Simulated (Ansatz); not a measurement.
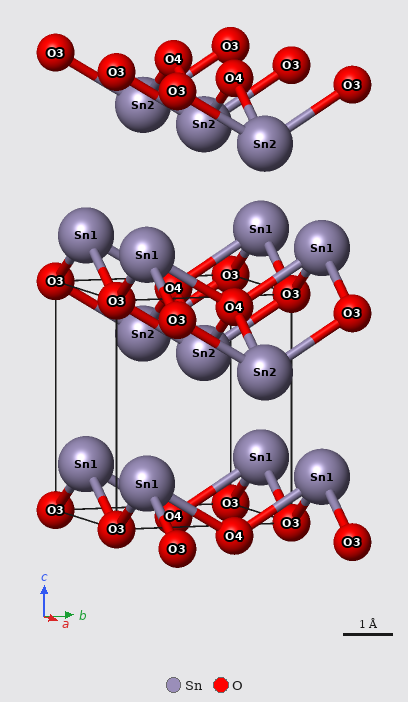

The input geometry (ball-and-stick view of the cell of the calculation, repeated 2 × 1 × 2, seen slightly off an axis; atoms are numbered from 1 in the order of the input). Near neighbours in the crystal (not all of them lie inside the picture): Sn has 4 O at 2.24 Å; O has 4 Sn at 2.24 Å.

Geometry relaxation of SnO

System: SnO (P4/nmm, 4 atoms in the cell).
Method: DFT PBE+D3(BJ), scalar-relativistic, plane waves, PAW, PAW set soft_1, no spin polarisation (Ansatz 0.2.0).

The structure derives from an entry of the Crystallography Open Database. Figures and captions count atoms from 1; the log counts them from 0 in places.

**Log**
```
Engine: ansatz 0.2.0, x86_64-unknown-linux-gnu
Pseudopotentials: kind: paw
Pseudopotential: Sn, paw, valence charge 14, recommended cutoff 420 eV (normal), [file]
Pseudopotential: O, paw, valence charge 6, recommended cutoff 420 eV (normal), [file]
Functional definition: PBE
  parameter kappa = 0.804
  parameter beta = 0.06672455060314922
  exchange = pbe_x(kappa = kappa, mu = beta*pi^2/3)
  correlation = pbe_c(beta = beta)
Crystal: 4 atoms, lattice volume = 70.043 Å³
Basis set: ecut = 420 eV, 1359 PW (Γ), exchange–correlation on 54×54×64 points (8 copies of the dense FFT grid, shifted against one another)
Bands: 24, of which v1, the nominal top of the filled ones, is band 20 counted from 1 (19 counted from 0)
Symmetry: 16 space group operations
Space group: P4/nmm (ITA 129), of the structure as read, at distance tolerance 4.1e-5 Å
k-points: 168 of 1440
Non-local potential: Sn, projectors of the file, l = 0: 2, l = 1: 2, l = 2: 2, l = 3: 1
Non-local potential: O, projectors of the file, l = 0: 2, l = 1: 2, l = 2: 1
PAW form: soft (Blöchl's): semilocal exchange-correlation on the pseudo side does not see the compensation charge
PAW one-centre angular grid: Sn, 590 points (default); XC on 64 Gauss nodes
PAW one-centre angular grid: O, 110 points (default); XC on 64 Gauss nodes
Initial density: superposition of atomic densities (chi_scale 0.1, normalization cell, long waves kept (reshape's long-wave potential 0.15 eV rms))
Initial wavefunctions: pseudopotential atomic-orbital guess
Functional: x = pbe(κ = 0.804, μ = 0.2195149727645171), c = pbe(β = 0.06672455060314922)
SCF iter   1: F=—  HF=-13184.982280 eV  |F-HF|=—  |Δ(HF+E_count)|=         —  Δρ=4.78e-2  dr2=2.07e0  ethr=3.10e-3  ⟨swp⟩=6.0  Hψ=18788  notcnv=0
preconditioner: auto → Kerker (q_TF=auto, 2.485 Å⁻¹)  [metal: Δε(μ)=0.035 eV  Ē_g=18.359 eV  σ=0.100 eV  W_gap=0.19  n_scr=18 (ndim 8)  ℏωp=28.1 eV  f_vac=0.000  D(μ)=0.24/eV (n_scr^D=0)]
SCF iter   2: F=—  HF=-13184.644886 eV  |F-HF|=—  |Δ(HF+E_count)|=   3.37e-1  Δρ=2.56e-2  dr2=7.40e-1  ethr=3.10e-3  ⟨swp⟩=3.1  Hψ=9391  notcnv=0
SCF iter   3: F=—  HF=-13184.511474 eV  |F-HF|=—  |Δ(HF+E_count)|=   1.33e-1  Δρ=1.59e-2  dr2=2.16e-1  ethr=1.85e-3  ⟨swp⟩=2.8  Hψ=7826  notcnv=0
SCF iter   4: F=—  HF=-13184.480383 eV  |F-HF|=—  |Δ(HF+E_count)|=   3.11e-2  Δρ=4.95e-3  dr2=2.50e-2  ethr=5.41e-4  ⟨swp⟩=2.2  Hψ=5993  notcnv=0
SCF iter   5: F=—  HF=-13184.479873 eV  |F-HF|=—  |Δ(HF+E_count)|=   5.10e-4  Δρ=1.51e-3  dr2=3.04e-3  ethr=6.25e-5  ⟨swp⟩=2.6  Hψ=7296  notcnv=0
SCF iter   6: F=—  HF=-13184.480697 eV  |F-HF|=—  |Δ(HF+E_count)|=   8.23e-4  Δρ=6.49e-4  dr2=4.76e-4  ethr=7.61e-6  ⟨swp⟩=3.0  Hψ=7432  notcnv=0
SCF iter   7: F=—  HF=-13184.480869 eV  |F-HF|=—  |Δ(HF+E_count)|=   1.72e-4  Δρ=2.12e-4  dr2=4.44e-5  ethr=1.19e-6  ⟨swp⟩=2.9  Hψ=7643  notcnv=0
SCF iter   8: F=—  HF=-13184.480865 eV  |F-HF|=—  |Δ(HF+E_count)|=   3.83e-6  Δρ=7.85e-5  dr2=3.93e-6  ethr=1.11e-7  ⟨swp⟩=3.0  Hψ=7405  notcnv=0
SCF iter   9: F=—  HF=-13184.480867 eV  |F-HF|=—  |Δ(HF+E_count)|=   2.27e-6  Δρ=2.84e-5  dr2=5.05e-7  ethr=9.82e-9  ⟨swp⟩=2.1  Hψ=7223  notcnv=0
SCF iter  10: F=-13184.480867 eV  HF=-13184.480867 eV  |F-HF|=1.59e-8  |Δ(HF+E_count)|=   4.46e-8  Δρ=5.45e-6  dr2=1.71e-8  ethr=2.50e-10  ⟨swp⟩=6.8  Hψ=19931  notcnv=0
SCF 1 converged in 10 iterations: F = -13184.480867 eV  dr2 = 1.71e-8
  greatest PAW one-centre occupation: 0.993 electrons in one spin orbital (limit 2), on the Sn atom at site 1 (counted from 0), in its partial waves of l = 2
relax step   1: F+E_penalty+E_count = -13184.48086730 eV  Δ(F+E_penalty+E_count) = +0.000e0 eV  max|allowed force component| = 4.212e-3 eV/Å  Δτ_max = 0.0000 Å  P = +0.030 GPa  Ω = 70.043 Å³  (10 SCF iters, dr2 threshold 1.00e-7 eV, accepted)
Crystal: 4 atoms, lattice volume = 70.105 Å³
Initial density: handed on by an earlier stage of this run
Initial wavefunctions: those handed on with the density
iter 1 solved again at ethr=3.50e-8 eV; its pass at ethr=3.10e-3 eV (dr2=1.40e-5 eV) is discarded
SCF iter   1: F=—  HF=-13184.480820 eV  |F-HF|=—  |Δ(HF+E_count)|=         —  Δρ=1.86e-4  dr2=1.63e-5  ethr=3.50e-8  ⟨swp⟩=3.0  Hψ=22269  notcnv=0
preconditioner: auto → Resta (q_TF=auto, 2.485 Å⁻¹)  ε∞=3.4  [insulator: Δε(μ)=0.161 eV  Ē_g=18.036 eV  σ=0.100 eV  W_gap=0.74  n_scr=18 (ndim 8)  ℏωp=28.0 eV  f_vac=0.013  D(μ)=0.09/eV (n_scr^D=0)  ε∞_Penn≈3.4]
SCF iter   2: F=—  HF=-13184.480795 eV  |F-HF|=—  |Δ(HF+E_count)|=   2.44e-5  Δρ=8.45e-5  dr2=2.90e-6  ethr=3.50e-8  ⟨swp⟩=2.6  Hψ=7346  notcnv=0
SCF iter   3: F=—  HF=-13184.480793 eV  |F-HF|=—  |Δ(HF+E_count)|=   2.20e-6  Δρ=2.16e-5  dr2=2.53e-7  ethr=7.24e-9  ⟨swp⟩=2.1  Hψ=6704  notcnv=0
SCF iter   4: F=—  HF=-13184.480793 eV  |F-HF|=—  |Δ(HF+E_count)|=   9.42e-8  Δρ=1.51e-5  dr2=1.35e-7  ethr=6.33e-10  ⟨swp⟩=2.0  Hψ=5722  notcnv=0
SCF iter   5: F=-13184.480793 eV  HF=-13184.480793 eV  |F-HF|=9.64e-10  |Δ(HF+E_count)|=   1.01e-8  Δρ=2.47e-6  dr2=3.59e-9  ethr=2.71e-11  ⟨swp⟩=4.1  Hψ=18152  notcnv=0
SCF 2 converged in 5 iterations: F = -13184.480793 eV  dr2 = 3.59e-9
relax step   2: F+E_penalty+E_count = -13184.48079310 eV  Δ(F+E_penalty+E_count) = +7.419e-5 eV  max|allowed force component| = 1.486e-2 eV/Å  Δτ_max = 0.0014 Å  P = +0.011 GPa  Ω = 70.105 Å³  energy of the carried Pulay correction = -7.897e-5 eV  (5 SCF iters, dr2 threshold 1.08e-8 eV, accepted)
Crystal: 4 atoms, lattice volume = 70.056 Å³
iter 1 solved again at ethr=2.62e-8 eV; its pass at ethr=3.10e-3 eV (dr2=1.05e-5 eV) is discarded
SCF iter   1: F=—  HF=-13184.480898 eV  |F-HF|=—  |Δ(HF+E_count)|=         —  Δρ=1.49e-4  dr2=1.11e-5  ethr=2.62e-8  ⟨swp⟩=3.0  Hψ=21325  notcnv=0
preconditioner: auto → Resta (q_TF=auto, 2.485 Å⁻¹)  ε∞=3.4  [insulator: Δε(μ)=0.152 eV  Ē_g=18.032 eV  σ=0.100 eV  W_gap=0.71  n_scr=18 (ndim 8)  ℏωp=28.1 eV  f_vac=0.013  D(μ)=0.10/eV (n_scr^D=0)  ε∞_Penn≈3.4]
SCF iter   2: F=—  HF=-13184.480871 eV  |F-HF|=—  |Δ(HF+E_count)|=   2.71e-5  Δρ=6.55e-5  dr2=1.90e-6  ethr=2.62e-8  ⟨swp⟩=3.0  Hψ=7453  notcnv=0
SCF iter   3: F=—  HF=-13184.480871 eV  |F-HF|=—  |Δ(HF+E_count)|=   1.67e-7  Δρ=3.40e-5  dr2=5.76e-7  ethr=4.75e-9  ⟨swp⟩=3.0  Hψ=7737  notcnv=0
SCF iter   4: F=—  HF=-13184.480871 eV  |F-HF|=—  |Δ(HF+E_count)|=   5.45e-8  Δρ=8.78e-6  dr2=6.01e-8  ethr=1.44e-9  ⟨swp⟩=2.0  Hψ=5225  notcnv=0
SCF iter   5: F=-13184.480871 eV  HF=-13184.480871 eV  |F-HF|=1.28e-9  |Δ(HF+E_count)|=  4.55e-10  Δρ=1.53e-6  dr2=2.05e-9  ethr=3.45e-11  ⟨swp⟩=5.4  Hψ=16128  notcnv=0
SCF 3 converged in 5 iterations: F = -13184.480871 eV  dr2 = 2.05e-9
relax step   3: F+E_penalty+E_count = -13184.48087095 eV  Δ(F+E_penalty+E_count) = -7.785e-5 eV  max|allowed force component| = 4.811e-3 eV/Å  Δτ_max = 0.0016 Å  P = -0.025 GPa  Ω = 70.056 Å³  energy of the carried Pulay correction = -1.707e-5 eV  (5 SCF iters, dr2 threshold 1.38e-8 eV, accepted)
Initial wavefunctions: pseudopotential atomic-orbital guess (no wavefunctions were taken with the density)
iter 1 solved again at ethr=3.19e-7 eV; its pass at ethr=3.10e-3 eV (dr2=1.28e-4 eV) is discarded
SCF iter   1: F=—  HF=-13184.480913 eV  |F-HF|=—  |Δ(HF+E_count)|=         —  Δρ=6.01e-6  dr2=6.28e-9  ethr=3.19e-7  ⟨swp⟩=3.7  Hψ=30645  notcnv=0
eigensolver tolerance schedule: the retry pair's looser diagonalisation over-reported the residual by 20339.06 of it (diagonalisation noise at an unbounded share of the residual, at the tolerance the schedule requests for it); recorded, not acted on — ethr = c·dr2/N_el stays at c = 1.0e-1
preconditioner: auto → Resta (q_TF=auto, 2.485 Å⁻¹)  ε∞=3.4  [insulator: Δε(μ)=0.153 eV  Ē_g=18.034 eV  σ=0.100 eV  W_gap=0.71  n_scr=18 (ndim 8)  ℏωp=28.1 eV  f_vac=0.013  D(μ)=0.10/eV (n_scr^D=0)  ε∞_Penn≈3.4]
SCF iter   2: F=—  HF=-13184.480887 eV  |F-HF|=—  |Δ(HF+E_count)|=   2.58e-5  Δρ=2.77e-6  dr2=1.99e-9  ethr=1.57e-11  ⟨swp⟩=3.6  Hψ=9462  notcnv=0
SCF iter   3: F=—  HF=-13184.480887 eV  |F-HF|=—  |Δ(HF+E_count)|=   2.80e-9  Δρ=1.27e-6  dr2=6.33e-10  ethr=4.96e-12  ⟨swp⟩=2.4  Hψ=5640  notcnv=0
SCF iter   4: F=—  HF=-13184.480887 eV  |F-HF|=—  |Δ(HF+E_count)|=  9.75e-10  Δρ=6.61e-7  dr2=2.36e-10  ethr=1.58e-12  ⟨swp⟩=2.0  Hψ=5724  notcnv=0
SCF iter   5: F=-13184.480887 eV  HF=-13184.480887 eV  |F-HF|=1.46e-11  |Δ(HF+E_count)|=  3.64e-12  Δρ=2.19e-7  dr2=2.94e-11  ethr=1.00e-12  ⟨swp⟩=4.1  Hψ=16834  notcnv=0
SCF 4 converged in 5 iterations: F = -13184.480887 eV  dr2 = 2.94e-11
relax step   4: F+E_penalty+E_count = -13184.48088672 eV  Δ(F+E_penalty+E_count) = -1.577e-5 eV  max|allowed force component| = 4.772e-3 eV/Å  Δτ_max = 0.0000 Å  P = -0.025 GPa  Ω = 70.056 Å³  stress off target by 2.61e-2 GPa  SCF on the basis re-selected at this cell (its energy is not comparable with the rows above)  (5 SCF iters)
```

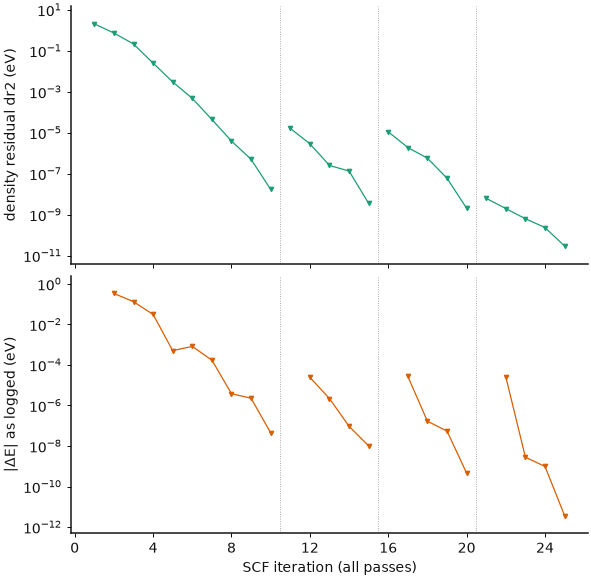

Convergence of the self-consistent field: density residual dr2 and size of the energy change against the SCF iteration. The dotted lines part the SCF passes of the relaxation: geometry steps, rejected trials and re-solves on a re-selected basis. The passes take 10, 5, 5 and 5 iterations.

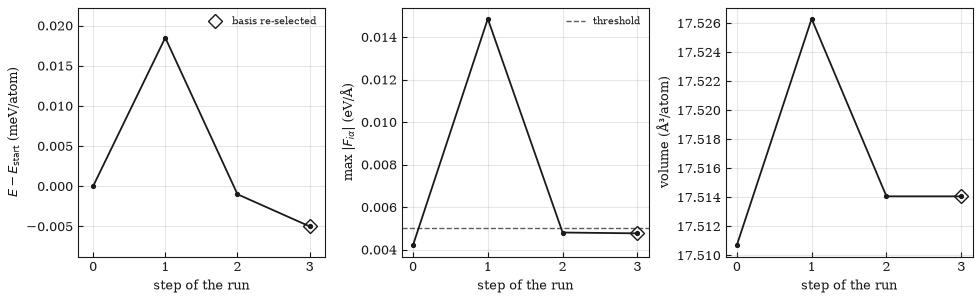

Progress of the relaxation, step by step (the first geometry is step 0 here and step 1 in the log). The atoms keep their places relative to the cell (all moves are under 0.005 Å). The space group stays P4/nmm (No. 129). Over 2 geometry steps the energy falls by next to nothing (0.0 meV per atom). Largest force component: 0.0042 eV/Å at the start, 0.0048 eV/Å at the end. Pressure: 0.03 GPa at the start and −0.02 GPa at the end. A last SCF at the same geometry on a re-selected plane-wave basis shifts the energy by next to nothing (0.0 meV per atom). (Atoms are counted from 1 in the order of the input.)

```
basis re-selected at this cell: Δ(F+E_penalty+E_count) = -1.577e-5 eV, ΔP = +0.000 GPa vs the last step (what re-selecting the basis moved, of the pressure what is left beyond the Pulay correction that the steps carried, after the strain that the cell walked since its last selection, with what the two solves' SCF thresholds leave and, on support functions, any second-order correction that the steps lacked; it is no measure of the basis error at this ecutwfc). This SCF's stress stands 2.61e-2 GPa from its target on what of the cell is left free (relax.cell.stress_tol is 5.00e-2 GPa) and its largest allowed force component is 4.77e-3 eV/Å (relax.f_tol is 5.00e-3 eV/Å): within both
SCF converged after 5 iterations
Free energy (F): -13184.480887 eV
Harris-Foulkes:  -13184.480887 eV  (|F-HF|=1.46e-11)
Internal energy: -13184.480397 eV  (E = F + TS)
E sigma→0 (E₀):  -13184.480642 eV
Entropy (-TS):   -0.000489 eV (-0.122 meV/atom)
Fermi energy:    10.022044 eV
--- Per-component energies (eV) ---
  E_band       = -181.951806
  E_kinetic    = 671.998974
  E_local      = -2923.578395  (includes V_loc(G=0)·N_el)
  E_nonlocal   = 395.043776
  E_hartree    = 1374.922205
  E_xc         = -394.708449
  E_vxc        = -342.802839  (∫ρ·V_xc dr)
  E_paw        = -9063.703969  (= ΣΔE_a)
  E_vpaw       = -732.459952  (= ΣTr[D̂ρ^β])
  E_aug_tail   = 0.002076  (compensation charges beyond the density's cutoff)
  E_ewald      = -3243.516851
  E_disp       = -0.939763  (pairwise vdW)
  E_smearing   = -0.000489  (= −TS)
  E_closure    = -0.000000  (closes the sum)
  Σ components = -13184.480887   (vs F -13184.480887, Δ=0.00e0)
--- Forces (eV/Å), atoms counted from 1 ---
  atom   1  Sn     0.00000000     0.00000000    -0.00477175
  atom   2  Sn     0.00000000     0.00000000     0.00477175
  atom   3  O      0.00000000     0.00000000     0.00000000
  atom   4  O      0.00000000     0.00000000     0.00000000
  max |Σ_I F_I| component: 8.67e-19 eV/Å
--- Stress (GPa, compression-positive) ---
       -0.026132       0.000000       0.000000
        0.000000      -0.026132       0.000000
        0.000000       0.000000      -0.021312
  P = ⅓ Tr σ = -0.0245 GPa (-0.245 kbar)
--- Band table (eV; the first three rows and the last of 168) ---
  k-point 0: bands = ["-11.9782", "-11.5810", "-11.5810", "-11.5767", "-11.5468", "-11.5320", "-11.4892", "-11.4772", "-11.4571", "-11.4571", "-10.0333", "-7.5203", "2.5489", "3.1965", "3.8694", "3.8694", "6.6155", "6.9078", "6.9078", "9.9531", "12.1474", "14.4740", "14.4740", "14.6577"]
  k-point 1: bands = ["-11.9763", "-11.5786", "-11.5786", "-11.5786", "-11.5455", "-11.5306", "-11.4905", "-11.4785", "-11.4599", "-11.4599", "-10.0292", "-7.5204", "2.1153", "3.7308", "3.8819", "3.8819", "6.6074", "6.9064", "6.9064", "9.8866", "12.0074", "14.1500", "14.1500", "14.6616"]
  k-point 2: bands = ["-11.9713", "-11.5836", "-11.5716", "-11.5716", "-11.5417", "-11.5265", "-11.4943", "-11.4821", "-11.4679", "-11.4679", "-10.0185", "-7.5207", "1.5820", "3.9154", "3.9154", "4.5642", "6.5859", "6.9023", "6.9023", "9.6322", "11.7625", "13.6185", "13.6185", "14.4708"]
  k-point 167: bands = ["-11.8822", "-11.8822", "-11.5514", "-11.5514", "-11.5215", "-11.5215", "-11.4977", "-11.4977", "-11.4603", "-11.4603", "-8.3705", "-8.3705", "1.1972", "1.1972", "4.4959", "4.4959", "7.2022", "7.2022", "7.5560", "7.5560", "12.2849", "12.2849", "14.1844", "14.1844"]
--- Relaxed structure (3 steps of the walk, 3 accepted, 1 SCFs on fresh bases) ---
  F+E_penalty+E_count = -13184.48088672 eV   max|allowed force component| = 4.772e-3 eV/Å   (the final SCF, on the basis selected at the relaxed cell)
  cell:  # Å, volume = 70.0562 Å³
    - [3.836785618361499, -2.2394386229441076e-35, 0.0]
    - [-2.2394386229441076e-35, 3.836785618361499, 0.0]
    - [0.0, 0.0, 4.7589571443034675]
  atoms:
    - { symbol: Sn, position: [0.5, -1.2262266144295316e-38, 0.2433576237751796] }
    - { symbol: Sn, position: [-3.433434520402849e-37, 0.5, 0.7566423762248204] }
    - { symbol: O, position: [4.169170489060613e-37, -3.678679843288776e-38, -3.032200713909224e-35] }
    - { symbol: O, position: [0.5, 0.5, 1.0107335713030746e-35] }
```

**Trajectory as extended XYZ (Å, eV, eV/Å), 4 frames, from step=1 to step=4**
```
4
Lattice="3.8345 0.0000 0.0000 0.0000 3.8345 0.0000 0.0000 0.0000 4.7637" Properties=species:S:1:pos:R:3:forces:R:3 step=1 energy=-13184.48087 pressure_GPa=0.03
Sn    1.9173    0.0000    1.1590    0.0000   0.0000  -0.0042
Sn    0.0000    1.9173    3.6047    0.0000   0.0000   0.0042
O     0.0000    0.0000    0.0000    0.0000   0.0000   0.0000
O     1.9173    1.9173    0.0000    0.0000   0.0000   0.0000
4
Lattice="3.8373 0.0000 0.0000 0.0000 3.8373 0.0000 0.0000 0.0000 4.7611" Properties=species:S:1:pos:R:3:forces:R:3 step=2 energy=-13184.48079 pressure_GPa=0.01
Sn    1.9186    0.0000    1.1570    0.0000   0.0000   0.0149
Sn    0.0000    1.9186    3.6041    0.0000   0.0000  -0.0149
O     0.0000    0.0000    0.0000    0.0000   0.0000   0.0000
O     1.9186    1.9186    0.0000    0.0000   0.0000   0.0000
4
Lattice="3.8368 0.0000 0.0000 0.0000 3.8368 0.0000 0.0000 0.0000 4.7590" Properties=species:S:1:pos:R:3:forces:R:3 step=3 energy=-13184.48087 pressure_GPa=-0.03
Sn    1.9184    0.0000    1.1581    0.0000   0.0000  -0.0048
Sn    0.0000    1.9184    3.6008    0.0000   0.0000   0.0048
O     0.0000    0.0000    0.0000    0.0000   0.0000   0.0000
O     1.9184    1.9184    0.0000    0.0000   0.0000   0.0000
4
Lattice="3.8368 0.0000 0.0000 0.0000 3.8368 0.0000 0.0000 0.0000 4.7590" Properties=species:S:1:pos:R:3:forces:R:3 step=4 energy=-13184.48089 pressure_GPa=-0.02
Sn    1.9184    0.0000    1.1581    0.0000   0.0000  -0.0048
Sn    0.0000    1.9184    3.6008    0.0000   0.0000   0.0048
O     0.0000    0.0000    0.0000    0.0000   0.0000   0.0000
O     1.9184    1.9184    0.0000    0.0000   0.0000   0.0000
```

The run was set up as follows.

**Input**
```yaml
crystal:
  lattice:
    - [3.8345093378, 0.0, 0.0]
    - [0.0, 3.8345093378, 0.0]
    - [0.0, 0.0, 4.763693418]
  atoms:
    - { symbol: Sn, position: [0.5, 0.0, 0.2433013505] }
    - { symbol: Sn, position: [0.0, 0.5, 0.7566986495] }
    - { symbol: O, position: [0.0, 0.0, 0.0] }
    - { symbol: O, position: [0.5, 0.5, 0.0] }
basis:
  ecutwfc: 420
kpoints:
  mp_grid: { grid: [12, 12, 10] }
hamiltonian:
  xc: pbe
  dispersion: d3bj
  pseudopotentials: { azcp: { folder: soft_1 } }
scf:
  occupations: { method: gaussian, width: 0.1 }
output:
  forces: true
  stress: true
  eigenvalues: true
relax:
  adjacent_minimum: "off"
  f_tol: 0.005
  max_steps: 80
  cell: { stress_tol: 0.05 }
```

Launch command:
```bash
ansatz run input.yaml --threads 8 --pin off --max-ram 22528MiB --backend cpu --events-out ev --progress --plain --runs-dir out
```

**Results in brief**

| quantity | value |
| --- | --- |
| outcome | converged |
| space group (tolerance 0.01 Å) | P4/nmm (129) |
| electrons treated | 40 |
| free energy | −13184.4809 eV |
| Fermi energy | 10.022 eV |
| gap on the k-point mesh | none (metallic) |
| pressure | −0.02 GPa |
| final volume | 70.06 Å³ |
| largest force (length of the vector) at the end | 0.005 eV/Å |
| final cell | a = 3.837 Å, b = 3.837 Å, c = 4.759 Å, α = 90.00°, β = 90.00°, γ = 90.00° |
| hardware | 8 threads of Intel Xeon (Granite Rapids), 176 GiB of memory available, shared host |
| wall time | 4.9 s (CPU time 33 s) |
| peak memory | 0.61 GiB |
